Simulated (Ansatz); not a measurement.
## Au(111) with 4 layers of random Au-W, 2x2: scattering by chemical disorder

Wanted: resistance against the alloy's length, first Au(111) with 4 layers of random Au-W, 2x2.

Main program and level: Ansatz 0.2.0; Ansatz plane-wave DFT, PBE, PAW files; ballistic transport by layer matching (Landauer), zero bias; PAW set soft_1.

## (1) The structure

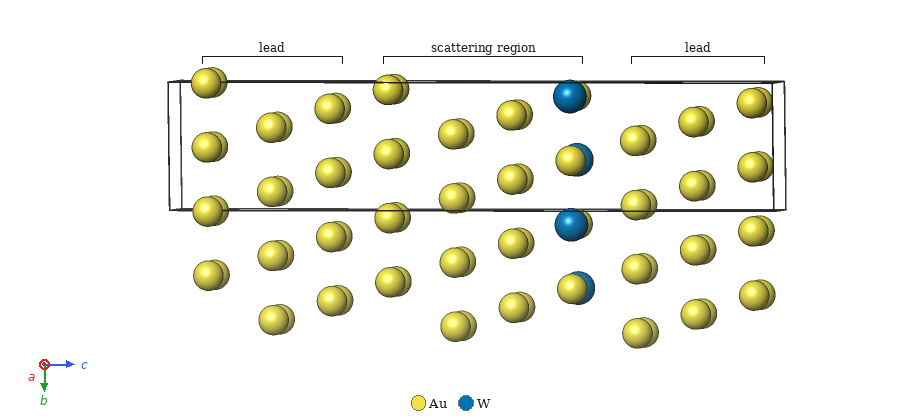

Start, viewed from the side, with the c axis across the page; gold yellow, tungsten blue. 1×2×1 cells are drawn.

The cell holds 40 atoms: 38 Au and 2 W. Cell: a = 5.768 Å, b = 5.768 Å, c = 23.605 Å, α = 93.5°, β = 86.5°, γ = 120.0°. It derives from Au. Regions: lead, 24 atoms (24 Au); scattering region, 16 atoms (14 Au and 2 W). The structure is stacked along c, and the current runs across the ab planes.

## (2) With 4 alloy layers

In 4 layers a share of 0.125 of the sites is given to W at random. The layers about the cell's end stay perfect and serve as the lead. Energies from -0.05 to 0.05 eV in steps of 0.05 eV are too few for the program's thermal sum, so it prints no conductance; for a metal the transmission near the Fermi level serves, at a fraction of the cost.

input.yaml

```yaml
crystal:
  lattice:
    - [5.7675164607, 0.0, 0.0]
    - [-2.8837582304, 4.9948157718, 0.0]
    - [1.4418791152, -0.8324692953, 23.5457873532]
  atoms:
    - { symbol: Au, position: [0.9916666667, 0.0083333333, 0.05] }
    - { symbol: Au, position: [0.9916666667, 0.5083333333, 0.05] }
    - { symbol: Au, position: [0.4916666667, 0.0083333333, 0.05] }
    - { symbol: Au, position: [0.4916666667, 0.5083333333, 0.05] }
    - { symbol: Au, position: [0.1416666667, 0.3583333333, 0.15] }
    - { symbol: Au, position: [0.1416666667, 0.8583333333, 0.15] }
    - { symbol: Au, position: [0.6416666667, 0.3583333333, 0.15] }
    - { symbol: Au, position: [0.6416666667, 0.8583333333, 0.15] }
    - { symbol: Au, position: [0.2916666667, 0.2083333333, 0.25] }
    - { symbol: Au, position: [0.2916666667, 0.7083333333, 0.25] }
    - { symbol: Au, position: [0.7916666667, 0.2083333333, 0.25] }
    - { symbol: Au, position: [0.7916666667, 0.7083333333, 0.25] }
    - { symbol: Au, position: [0.9416666667, 0.0583333333, 0.35] }
    - { symbol: Au, position: [0.9416666667, 0.5583333333, 0.35] }
    - { symbol: Au, position: [0.4416666667, 0.0583333333, 0.35] }
    - { symbol: Au, position: [0.4416666667, 0.5583333333, 0.35] }
    - { symbol: Au, position: [0.0916666667, 0.4083333333, 0.45] }
    - { symbol: Au, position: [0.0916666667, 0.9083333333, 0.45] }
    - { symbol: Au, position: [0.5916666667, 0.4083333333, 0.45] }
    - { symbol: Au, position: [0.5916666667, 0.9083333333, 0.45] }
    - { symbol: Au, position: [0.2416666667, 0.2583333333, 0.55] }
    - { symbol: Au, position: [0.2416666667, 0.7583333333, 0.55] }
    - { symbol: Au, position: [0.7416666667, 0.2583333333, 0.55] }
    - { symbol: Au, position: [0.7416666667, 0.7583333333, 0.55] }
    - { symbol: W, position: [0.8916666667, 0.1083333333, 0.65] }
    - { symbol: Au, position: [0.8916666667, 0.6083333333, 0.65] }
    - { symbol: Au, position: [0.3916666667, 0.1083333333, 0.65] }
    - { symbol: W, position: [0.3916666667, 0.6083333333, 0.65] }
    - { symbol: Au, position: [0.0416666667, 0.4583333333, 0.75] }
    - { symbol: Au, position: [0.0416666667, 0.9583333333, 0.75] }
    - { symbol: Au, position: [0.5416666667, 0.4583333333, 0.75] }
    - { symbol: Au, position: [0.5416666667, 0.9583333333, 0.75] }
    - { symbol: Au, position: [0.1916666667, 0.3083333333, 0.85] }
    - { symbol: Au, position: [0.1916666667, 0.8083333333, 0.85] }
    - { symbol: Au, position: [0.6916666667, 0.3083333333, 0.85] }
    - { symbol: Au, position: [0.6916666667, 0.8083333333, 0.85] }
    - { symbol: Au, position: [0.8416666667, 0.1583333333, 0.95] }
    - { symbol: Au, position: [0.8416666667, 0.6583333333, 0.95] }
    - { symbol: Au, position: [0.3416666667, 0.1583333333, 0.95] }
    - { symbol: Au, position: [0.3416666667, 0.6583333333, 0.95] }
kpoints:
  mp_grid: { grid: [5, 5, 1] }
hamiltonian:
  xc: pbe
  pseudopotentials: { kind: paw, azcp: { folder: soft_1 } }
scf:
  occupations: { method: fermi_dirac, width: 0.1 }
output:
  transmission:
    leads: [[0, 4]]
    kmesh: [10, 10]
    e_range: [-0.05, 0.05]
    de: 0.05
  write_potential: true
  write_density: true
  volumetric_format: npy
```

Started as:

```bash
ansatz run input.yaml --threads 4 --pin off --max-ram 15360MiB --backend cpu --events-out ev --progress --plain --runs-dir out
```

Numbers of over 12 decimals in the logs are rounded to 6 here.

What it wrote:

```text
Engine: ansatz 0.2.0, x86_64-unknown-linux-gnu
Pseudopotentials: kind: paw
Pseudopotential: Au, paw, valence charge 19, recommended cutoff 420 eV (normal), soft_1/Au.paw.azcp
Pseudopotential: W, paw, valence charge 14, recommended cutoff 420 eV (normal), soft_1/W.paw.azcp
Functional definition: PBE
  parameter kappa = 0.804
  parameter beta = 0.066725
  exchange = pbe_x(kappa = kappa, mu = beta*pi^2/3)
  correlation = pbe_c(beta = beta)
Crystal: 40 atoms, lattice volume = 678.300 Å³
Basis set: ecut = 420 eV, 13321 PW (Γ)
Bands: 450, of which v1, the nominal top of the filled ones, is band 375 counted from 1 (374 counted from 0)
Symmetry: 8 space group operations
Space group: P2/m (ITA 10), of the structure as read, at distance tolerance 8.8e-5 Å
k-points: 9 of 25
Non-local potential: Au, projectors of the file, l = 0: 3, l = 1: 2, l = 2: 2, l = 3: 1
Non-local potential: W, projectors of the file, l = 0: 3, l = 1: 2, l = 2: 2, l = 3: 1
PAW form: soft (Blöchl's): semilocal exchange-correlation on the pseudo side does not see the compensation charge
PAW one-centre angular grid: Au, 590 points (default); XC on 64 Gauss nodes
PAW one-centre angular grid: W, 590 points (default); XC on 64 Gauss nodes
Initial density: superposition of atomic densities (chi_scale 0.1, normalization cell, long waves 22 % of neutral atoms (reshape's long-wave potential 1.22 eV rms, cloud 2.98 Å wide))
Initial wavefunctions: pseudopotential atomic-orbital guess
Functional: x = pbe(κ = 0.804, μ = 0.219515), c = pbe(β = 0.066725)
SCF iter   1: F=—  HF=-520553.426210 eV  |F-HF|=—  |Δ(HF+E_count)|=         —  Δρ=1.24e-1  dr2=1.76e3  ethr=3.10e-3  ⟨swp⟩=4.1  Hψ=12048  notcnv=0  defer=129
preconditioner: auto → Kerker (q_TF=auto, 2.774 Å⁻¹)  [metal: Δε(μ)=0.008 eV  Ē_g=9.491 eV  σ=0.100 eV  W_gap=0.02  n_scr=260 (ndim 8)  ℏωp=29.6 eV  f_vac=0.000  D(μ)=28.99/eV (n_scr^D=260)]
SCF iter   2: F=—  HF=-520527.195869 eV  |F-HF|=—  |Δ(HF+E_count)|=    2.62e1  Δρ=5.91e-2  dr2=6.12e2  ethr=3.10e-3  ⟨swp⟩=2.7  Hψ=6512  notcnv=0  defer=448
SCF iter   3: F=—  HF=-520516.469248 eV  |F-HF|=—  |Δ(HF+E_count)|=    1.07e1  Δρ=2.05e-2  dr2=1.10e2  ethr=3.10e-3  ⟨swp⟩=2.7  Hψ=8515  notcnv=0  defer=447
SCF iter   4: F=—  HF=-520514.633058 eV  |F-HF|=—  |Δ(HF+E_count)|=    1.84e0  Δρ=1.07e-2  dr2=2.46e1  ethr=3.10e-3  ⟨swp⟩=2.0  Hψ=4812  notcnv=0  defer=438
SCF iter   5: F=—  HF=-520513.892568 eV  |F-HF|=—  |Δ(HF+E_count)|=   7.40e-1  Δρ=3.95e-3  dr2=6.54e0  ethr=3.10e-3  ⟨swp⟩=2.0  Hψ=3792  notcnv=0  defer=438
SCF iter   6: F=—  HF=-520513.744594 eV  |F-HF|=—  |Δ(HF+E_count)|=   1.48e-1  Δρ=1.48e-3  dr2=2.00e-1  ethr=8.72e-4  ⟨swp⟩=1.7  Hψ=4679  notcnv=0  defer=439
SCF iter   7: F=—  HF=-520513.736516 eV  |F-HF|=—  |Δ(HF+E_count)|=   8.08e-3  Δρ=6.94e-4  dr2=6.54e-2  ethr=2.67e-5  ⟨swp⟩=1.0  Hψ=3606  notcnv=0  defer=439
SCF iter   8: F=—  HF=-520513.734956 eV  |F-HF|=—  |Δ(HF+E_count)|=   1.56e-3  Δρ=2.22e-4  dr2=3.31e-3  ethr=8.72e-6  ⟨swp⟩=1.0  Hψ=3606  notcnv=0  defer=439
SCF iter   9: F=—  HF=-520513.734833 eV  |F-HF|=—  |Δ(HF+E_count)|=   1.23e-4  Δρ=6.11e-5  dr2=2.56e-4  ethr=4.41e-7  ⟨swp⟩=2.0  Hψ=3649  notcnv=0  defer=439
SCF iter  10: F=—  HF=-520513.734639 eV  |F-HF|=—  |Δ(HF+E_count)|=   1.94e-4  Δρ=1.95e-5  dr2=2.65e-5  ethr=3.41e-8  ⟨swp⟩=2.0  Hψ=3834  notcnv=0  defer=439
SCF iter  11: F=—  HF=-520513.734103 eV  |F-HF|=—  |Δ(HF+E_count)|=   5.37e-4  Δρ=7.23e-6  dr2=2.38e-6  ethr=3.53e-9  ⟨swp⟩=1.3  Hψ=4166  notcnv=0  defer=439
SCF iter  12: F=—  HF=-520513.734103 eV  |F-HF|=—  |Δ(HF+E_count)|=   1.21e-7  Δρ=2.12e-6  dr2=1.67e-7  ethr=3.17e-10  ⟨swp⟩=1.7  Hψ=3934  notcnv=0  defer=439
SCF iter  13: F=-520513.734102 eV  HF=-520513.734103 eV  |F-HF|=1.08e-8  |Δ(HF+E_count)|=   9.20e-9  Δρ=6.74e-7  dr2=1.30e-8  ethr=1.33e-11  ⟨swp⟩=10.0  Hψ=16239  notcnv=0
SCF 1 converged in 13 iterations: F = -520513.734102 eV  dr2 = 1.30e-8
  greatest PAW one-centre occupation: 1.000 electrons in one spin orbital (limit 2), on the Au atom at site 26 (counted from 0), in its partial waves of l = 0
transmission: 99 of 930 steps passed
transmission: 189 of 930 steps passed
[...]
transmission: 930 of 930 steps passed
SCF converged after 13 iterations
Free energy (F): -520513.734102 eV
Harris-Foulkes:  -520513.734103 eV  (|F-HF|=1.08e-8)
Internal energy: -520513.155160 eV  (E = F + TS)
E sigma→0 (E₀):  -520513.444631 eV
Entropy (-TS):   -0.578942 eV (-14.474 meV/atom)
Fermi energy:    20.775124 eV
--- Per-component energies (eV) ---
  E_band       = -8051.316665
  E_kinetic    = 22811.084631
  E_local      = -66803.592667  (includes V_loc(G=0)·N_el)
  E_nonlocal   = 3668.133609
  E_hartree    = 29025.243024
  E_xc         = -8725.145965
  E_vxc        = -10410.928200  (∫ρ·V_xc dr)
  E_paw        = -386950.006753  (= ΣΔE_a)
  E_vpaw       = -15366.565316  (= ΣTr[D̂ρ^β])
  E_aug_tail   = 0.065099  (compensation charges beyond the density's cutoff)
  E_ewald      = -113538.936138
  E_smearing   = -0.578942  (= −TS)
  E_closure    = -0.000000  (closes the sum)
  Σ components = -520513.734102   (vs F -520513.734102, Δ=0.00e0)
--- Band table (eV; the first three rows and the last of 9) ---
  k-point 0: bands = [... 371 lower, 20.8179, 21.1349, 21.2457, 21.2704, 21.3197, 21.4301, 21.5188, 21.5989, ... 71 higher]
  k-point 1: bands = [... 371 lower, 20.4703, 20.6232, 20.7491, 20.7908, 20.8263, 20.9126, 20.9347, 21.0505, ... 71 higher]
  k-point 2: bands = [... 371 lower, 20.4520, 20.5353, 20.5584, 20.6366, 20.6699, 20.9137, 20.9460, 21.0888, ... 71 higher]
  k-point 8: bands = [... 371 lower, 20.4510, 20.5283, 20.5288, 20.5690, 20.6095, 20.9094, 21.0588, 21.0967, ... 71 higher]
--- Transmission ---
  basis      : 253 plane waves across, 30 finite elements along
  points     : 31, standing for a mesh of 10 x 10
  energies   : 3 from -0.050000 to 0.050000 eV about the Fermi level, 0.050000 eV apart; the leads are filled to 0.000000 eV, and channels, transmission and decay are at 0.000000 eV
  crystal 0  : Au4, at the sites [0, 4], period 2.3546 Å, over 21.19 Å; its Hamiltonian steps by up to 11.6 meV
    offset         : up to 0.0000 Å between an atom of the period and one for which it stands
    channels       : 3.210000e0 a spin
    conductance    : none, the energies end too early or step too widely for 300 K: set another output.transmission.e_range or a lower de, or, where they end at an eighth of basis.ecutwfc, a higher one
  junction   : crystal 0 to crystal 0, 4.01 to 25.20 Å
    transmission   : 1.372633e0 a spin
    conductance    : none, the energies end too early or step too widely for 300 K: set another output.transmission.e_range or a lower de, or, where they end at an eighth of basis.ecutwfc, a higher one
```

Wall time 3.5 min (4 threads of Intel Xeon Platinum 8488C (Sapphire Rapids), shared host); peak memory 5.6 GiB.

The column dr2 measures how far the density is from self-consistency, as an energy; F and HF (Harris–Foulkes) agree once it is small.

Numbers from this step:

| Quantity | Value |
| --- | --- |
| free energy | -520513.7341 eV |
| energy at zero smearing | -520513.4446 eV |
| Fermi energy | 20.78 eV |
| cell area | 28.81 Å² |
| transmission at the energy nearest the Fermi level, one spin | 1.373 |
| channels at the energy nearest the Fermi level, one spin | 3.21 |
| step of the lead's Hamiltonian | 11.6 meV |

Per spin. The transmission, zone mean by energy, zero at the Fermi level:

```
energy (eV)  transmission, zone mean
    -0.0500                     1.43
     0.0000                     1.37
     0.0500                     1.35
```

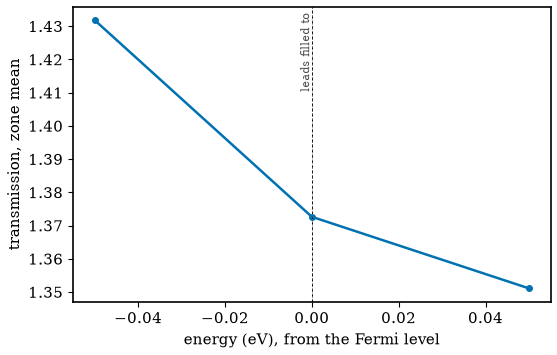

Transmission, zone mean against energy.

Per spin. The open channels, zone mean, lead stays at 3.21 for energy from -0.05 to 0.05 eV.

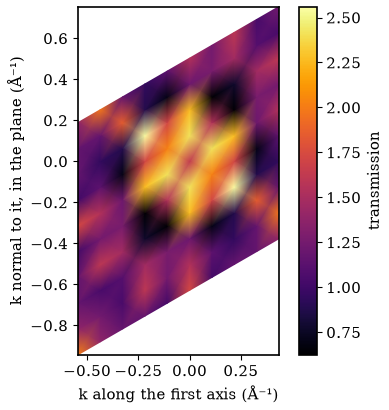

Transmission over k1 and k2. At 0.0000 eV from the Fermi level.

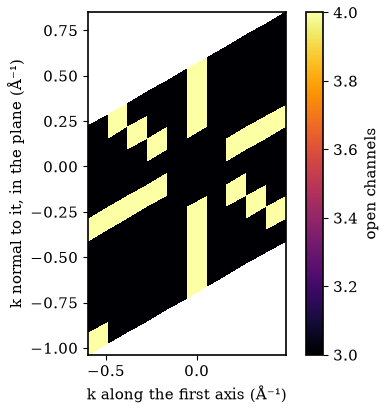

Open channels over k1 and k2. At 0.0000 eV from the Fermi level.

Over the solved energies the transmission per spin lies between 1.35 and 1.43, out of 3.21 channels of the lead on average (up to 3.21).

## (3) With 8 alloy layers

System of this step: Au(111) with 8 layers of random Au-W, 2x2. The cell holds 56 atoms: 52 Au and 4 W. Its edges and angles: a = 5.768 Å, b = 5.768 Å, c = 33.006 Å, α = 87.5°, β = 92.5°, γ = 120.0°. It derives from Au. Regions: lead, 24 atoms (24 Au); scattering region, 32 atoms (28 Au and 4 W). The structure is stacked along c, and the current runs across the ab planes.

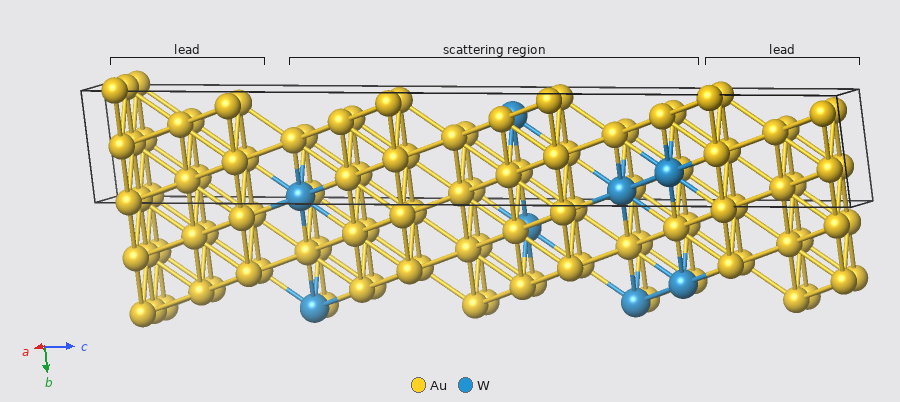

The cell of this step (gold yellow, tungsten blue). 1×2×1 cells are drawn. Some periodic images of atoms are drawn too.

input.yaml

```yaml
crystal:
  lattice:
    - [5.7675164607, 0.0, 0.0]
    - [-2.8837582304, 4.9948157718, 0.0]
    - [-1.4418791152, 0.8324692953, 32.9641022945]
  atoms:
    - { symbol: Au, position: [0.005952381, 0.994047619, 0.0357142857] }
    - { symbol: Au, position: [0.005952381, 0.494047619, 0.0357142857] }
    - { symbol: Au, position: [0.505952381, 0.994047619, 0.0357142857] }
    - { symbol: Au, position: [0.505952381, 0.494047619, 0.0357142857] }
    - { symbol: Au, position: [0.1845238095, 0.3154761905, 0.1071428571] }
    - { symbol: Au, position: [0.1845238095, 0.8154761905, 0.1071428571] }
    - { symbol: Au, position: [0.6845238095, 0.3154761905, 0.1071428571] }
    - { symbol: Au, position: [0.6845238095, 0.8154761905, 0.1071428571] }
    - { symbol: Au, position: [0.3630952381, 0.1369047619, 0.1785714286] }
    - { symbol: Au, position: [0.3630952381, 0.6369047619, 0.1785714286] }
    - { symbol: Au, position: [0.8630952381, 0.1369047619, 0.1785714286] }
    - { symbol: Au, position: [0.8630952381, 0.6369047619, 0.1785714286] }
    - { symbol: Au, position: [0.0416666667, 0.9583333333, 0.25] }
    - { symbol: Au, position: [0.0416666667, 0.4583333333, 0.25] }
    - { symbol: W, position: [0.5416666667, 0.9583333333, 0.25] }
    - { symbol: Au, position: [0.5416666667, 0.4583333333, 0.25] }
    - { symbol: Au, position: [0.2202380952, 0.2797619048, 0.3214285714] }
    - { symbol: Au, position: [0.2202380952, 0.7797619048, 0.3214285714] }
    - { symbol: Au, position: [0.7202380952, 0.2797619048, 0.3214285714] }
    - { symbol: Au, position: [0.7202380952, 0.7797619048, 0.3214285714] }
    - { symbol: Au, position: [0.3988095238, 0.1011904762, 0.3928571429] }
    - { symbol: Au, position: [0.3988095238, 0.6011904762, 0.3928571429] }
    - { symbol: Au, position: [0.8988095238, 0.1011904762, 0.3928571429] }
    - { symbol: Au, position: [0.8988095238, 0.6011904762, 0.3928571429] }
    - { symbol: Au, position: [0.0773809524, 0.9226190476, 0.4642857143] }
    - { symbol: Au, position: [0.0773809524, 0.4226190476, 0.4642857143] }
    - { symbol: Au, position: [0.5773809524, 0.9226190476, 0.4642857143] }
    - { symbol: Au, position: [0.5773809524, 0.4226190476, 0.4642857143] }
    - { symbol: W, position: [0.255952381, 0.244047619, 0.5357142857] }
    - { symbol: Au, position: [0.255952381, 0.744047619, 0.5357142857] }
    - { symbol: Au, position: [0.755952381, 0.244047619, 0.5357142857] }
    - { symbol: Au, position: [0.755952381, 0.744047619, 0.5357142857] }
    - { symbol: Au, position: [0.4345238095, 0.0654761905, 0.6071428571] }
    - { symbol: Au, position: [0.4345238095, 0.5654761905, 0.6071428571] }
    - { symbol: Au, position: [0.9345238095, 0.0654761905, 0.6071428571] }
    - { symbol: Au, position: [0.9345238095, 0.5654761905, 0.6071428571] }
    - { symbol: Au, position: [0.1130952381, 0.8869047619, 0.6785714286] }
    - { symbol: Au, position: [0.1130952381, 0.3869047619, 0.6785714286] }
    - { symbol: W, position: [0.6130952381, 0.8869047619, 0.6785714286] }
    - { symbol: Au, position: [0.6130952381, 0.3869047619, 0.6785714286] }
    - { symbol: Au, position: [0.2916666667, 0.2083333333, 0.75] }
    - { symbol: Au, position: [0.2916666667, 0.7083333333, 0.75] }
    - { symbol: Au, position: [0.7916666667, 0.2083333333, 0.75] }
    - { symbol: W, position: [0.7916666667, 0.7083333333, 0.75] }
    - { symbol: Au, position: [0.4702380952, 0.0297619048, 0.8214285714] }
    - { symbol: Au, position: [0.4702380952, 0.5297619048, 0.8214285714] }
    - { symbol: Au, position: [0.9702380952, 0.0297619048, 0.8214285714] }
    - { symbol: Au, position: [0.9702380952, 0.5297619048, 0.8214285714] }
    - { symbol: Au, position: [0.1488095238, 0.8511904762, 0.8928571429] }
    - { symbol: Au, position: [0.1488095238, 0.3511904762, 0.8928571429] }
    - { symbol: Au, position: [0.6488095238, 0.8511904762, 0.8928571429] }
    - { symbol: Au, position: [0.6488095238, 0.3511904762, 0.8928571429] }
    - { symbol: Au, position: [0.3273809524, 0.1726190476, 0.9642857143] }
    - { symbol: Au, position: [0.3273809524, 0.6726190476, 0.9642857143] }
    - { symbol: Au, position: [0.8273809524, 0.1726190476, 0.9642857143] }
    - { symbol: Au, position: [0.8273809524, 0.6726190476, 0.9642857143] }
kpoints:
  mp_grid: { grid: [5, 5, 1] }
hamiltonian:
  xc: pbe
  pseudopotentials: { kind: paw, azcp: { folder: soft_1 } }
scf:
  occupations: { method: fermi_dirac, width: 0.1 }
output:
  transmission:
    leads: [[0, 4]]
    kmesh: [10, 10]
    e_range: [-0.05, 0.05]
    de: 0.05
  write_potential: true
  write_density: true
  volumetric_format: npy
```

What it wrote:

```text
[...]
Crystal: 56 atoms, lattice volume = 949.619 Å³
Basis set: ecut = 420 eV, 18659 PW (Γ)
Bands: 627, of which v1, the nominal top of the filled ones, is band 522 counted from 1 (521 counted from 0)
Symmetry: 2 space group operations
[...]
k-points: 9 of 25 (time reversal used)
[...]
SCF iter   1: F=—  HF=-725438.839561 eV  |F-HF|=—  |Δ(HF+E_count)|=         —  Δρ=1.16e-1  dr2=2.00e3  ethr=3.10e-3  ⟨swp⟩=4.0  Hψ=16711  notcnv=0  defer=158
[...]
SCF iter  14: F=-725396.254238 eV  HF=-725396.254238 eV  |F-HF|=2.29e-8  |Δ(HF+E_count)|=   4.19e-9  Δρ=3.44e-7  dr2=2.38e-8  ethr=9.58e-12  ⟨swp⟩=9.8  Hψ=20796  notcnv=0
SCF 1 converged in 14 iterations: F = -725396.254238 eV  dr2 = 2.38e-8
[...]
transmission: 138 of 1364 steps passed
transmission: 274 of 1364 steps passed
[...]
transmission: 1364 of 1364 steps passed
SCF converged after 14 iterations
Free energy (F): -725396.254238 eV
[...]
Internal energy: -725395.030641 eV  (E = F + TS)
E sigma→0 (E₀):  -725395.642439 eV
Entropy (-TS):   -1.223597 eV (-21.850 meV/atom)
Fermi energy:    20.772624 eV
[...]
--- Band table (eV; the first three rows and the last of 9) ---
  k-point 0: bands = [... 518 lower, 20.9789, 21.0301, 21.0720, 21.1076, 21.1410, 21.2073, 21.2282, 21.3921, ... 101 higher]
  k-point 1: bands = [... 518 lower, 20.6602, 20.6895, 20.7498, 20.7965, 20.8727, 20.9303, 20.9655, 21.0090, ... 101 higher]
  k-point 2: bands = [... 518 lower, 20.5770, 20.6086, 20.6332, 20.6484, 20.6637, 20.6943, 20.7691, 20.8228, ... 101 higher]
  k-point 8: bands = [... 518 lower, 20.5652, 20.5879, 20.6161, 20.6178, 20.6466, 20.6909, 20.6918, 20.7757, ... 101 higher]
--- Transmission ---
  basis      : 253 plane waves across, 44 finite elements along
  points     : 31, standing for a mesh of 10 x 10
[...]
channels       : 3.170000e0 a spin
[...]
junction   : crystal 0 to crystal 0, 0.70 to 31.31 Å
    transmission   : 6.667598e-1 a spin
[...]
```

It took 7 min on 4 threads; peak memory 8.8 GiB; 27 min of CPU time.

Numbers from this step:

| Item | Value |
| --- | --- |
| free energy | -725396.2542 eV |
| energy at zero smearing | -725395.6424 eV |
| Fermi energy | 20.77 eV |
| transmission at the energy nearest the Fermi level, one spin | 0.6668 |
| channels at the energy nearest the Fermi level, one spin | 3.17 |
| step of the lead's Hamiltonian | 15.2 meV |

Per spin. Table of transmission, zone mean by energy, zero at the Fermi level:

```
energy (eV)  transmission, zone mean
    -0.0500                    0.795
     0.0000                    0.667
     0.0500                    0.631
```

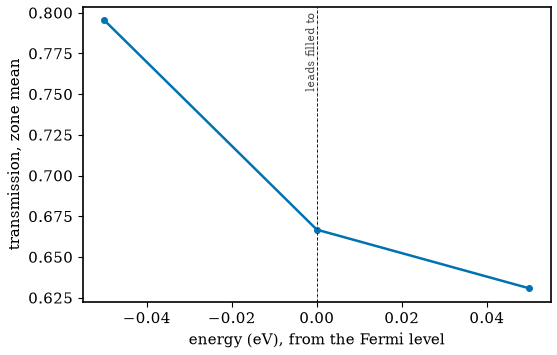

Transmission, zone mean against energy.

Over the solved energies the transmission per spin lies between 0.631 and 0.795, out of 3.20 channels of the lead on average (up to 3.21).

[end of part 1 of 2]

[Logs are printed without paths, hosts, clocks, repeated set-up lines and the standing remarks that a program may print on its own settings, such as how far it seeks lower states.]

[Hosts, paths, dates, database ids (printed as entryN), source tags and the programs' standing remarks are cut or masked in the printed files.]
